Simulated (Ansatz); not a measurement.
# Ti: what the fields show

```
Ti
1.0
     2.92294    0.00000    0.00000
    -1.46147    2.53134    0.00000
     0.00000    0.00000   11.74441
Ti
5
Direct
  0.66667 0.33333 0.79882
  0.00000 0.00000 0.00000
  0.33333 0.66667 0.20118
  0.66667 0.33333 0.39930
  0.33333 0.66667 0.60070
```

Space group P-3m1; a generated structure, not necessarily the stable one; computed without spin polarisation.

Theory: DFT r2SCAN, scalar-relativistic, plane waves, PAW in Ansatz 0.2.0.

In a PAW calculation such maps are meaningful between the atoms, not at the nuclei.

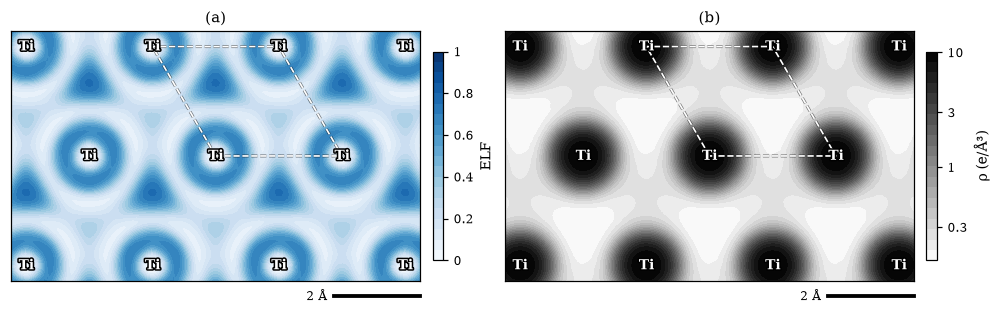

Figure 1. (a) electron localisation function; (b) valence pseudo-density on the (001) plane of the conventional cell.

**Read the bonding off the picture.**

- The section cuts through Ti sites.
- Ti–Ti (2.92 Å): ρ at the midpoint is about 0.19 e/Å³; the ELF is about 0.25 at the midpoint (no localised pair shows between them).
- Between the atoms the lowest density in this plane is 0.15 e/Å³.
- The ELF has a maximum of about 0.75 in the space between the atoms, on no atom or two-centre bond.
- The features right at Ti lie inside the PAW spheres, where the map follows smoothed inner orbitals and isn't to be read closely.

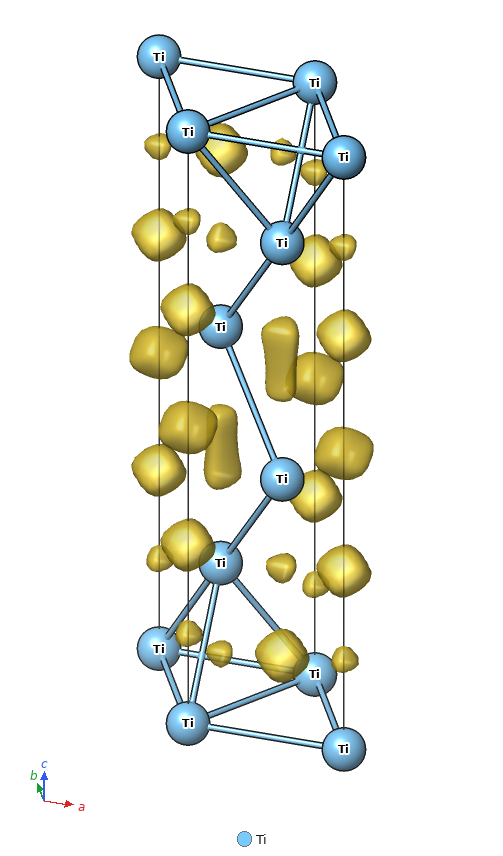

Figure 2. Isosurface of the electron localisation function at 0.65 (yellow), seen at an oblique angle. Core shells and regions of very low density are left out. Sticks mark near contacts.

**Describe the localisation domains.**

At this value the surface marks out 13 pockets between the atoms, centred on no nucleus (multi-centre or interstitial), counted in one cell of 5 atoms. Regions shared between cells count once. There are no localised bonds or lone pairs at this value.


Ti–Ti (2.87 Å): the ELF is about 0.20 at the midpoint: no localised pair shows between them.

**Does the calculation give a band gap?**

It is gapless in this calculation (a metal or semimetal).
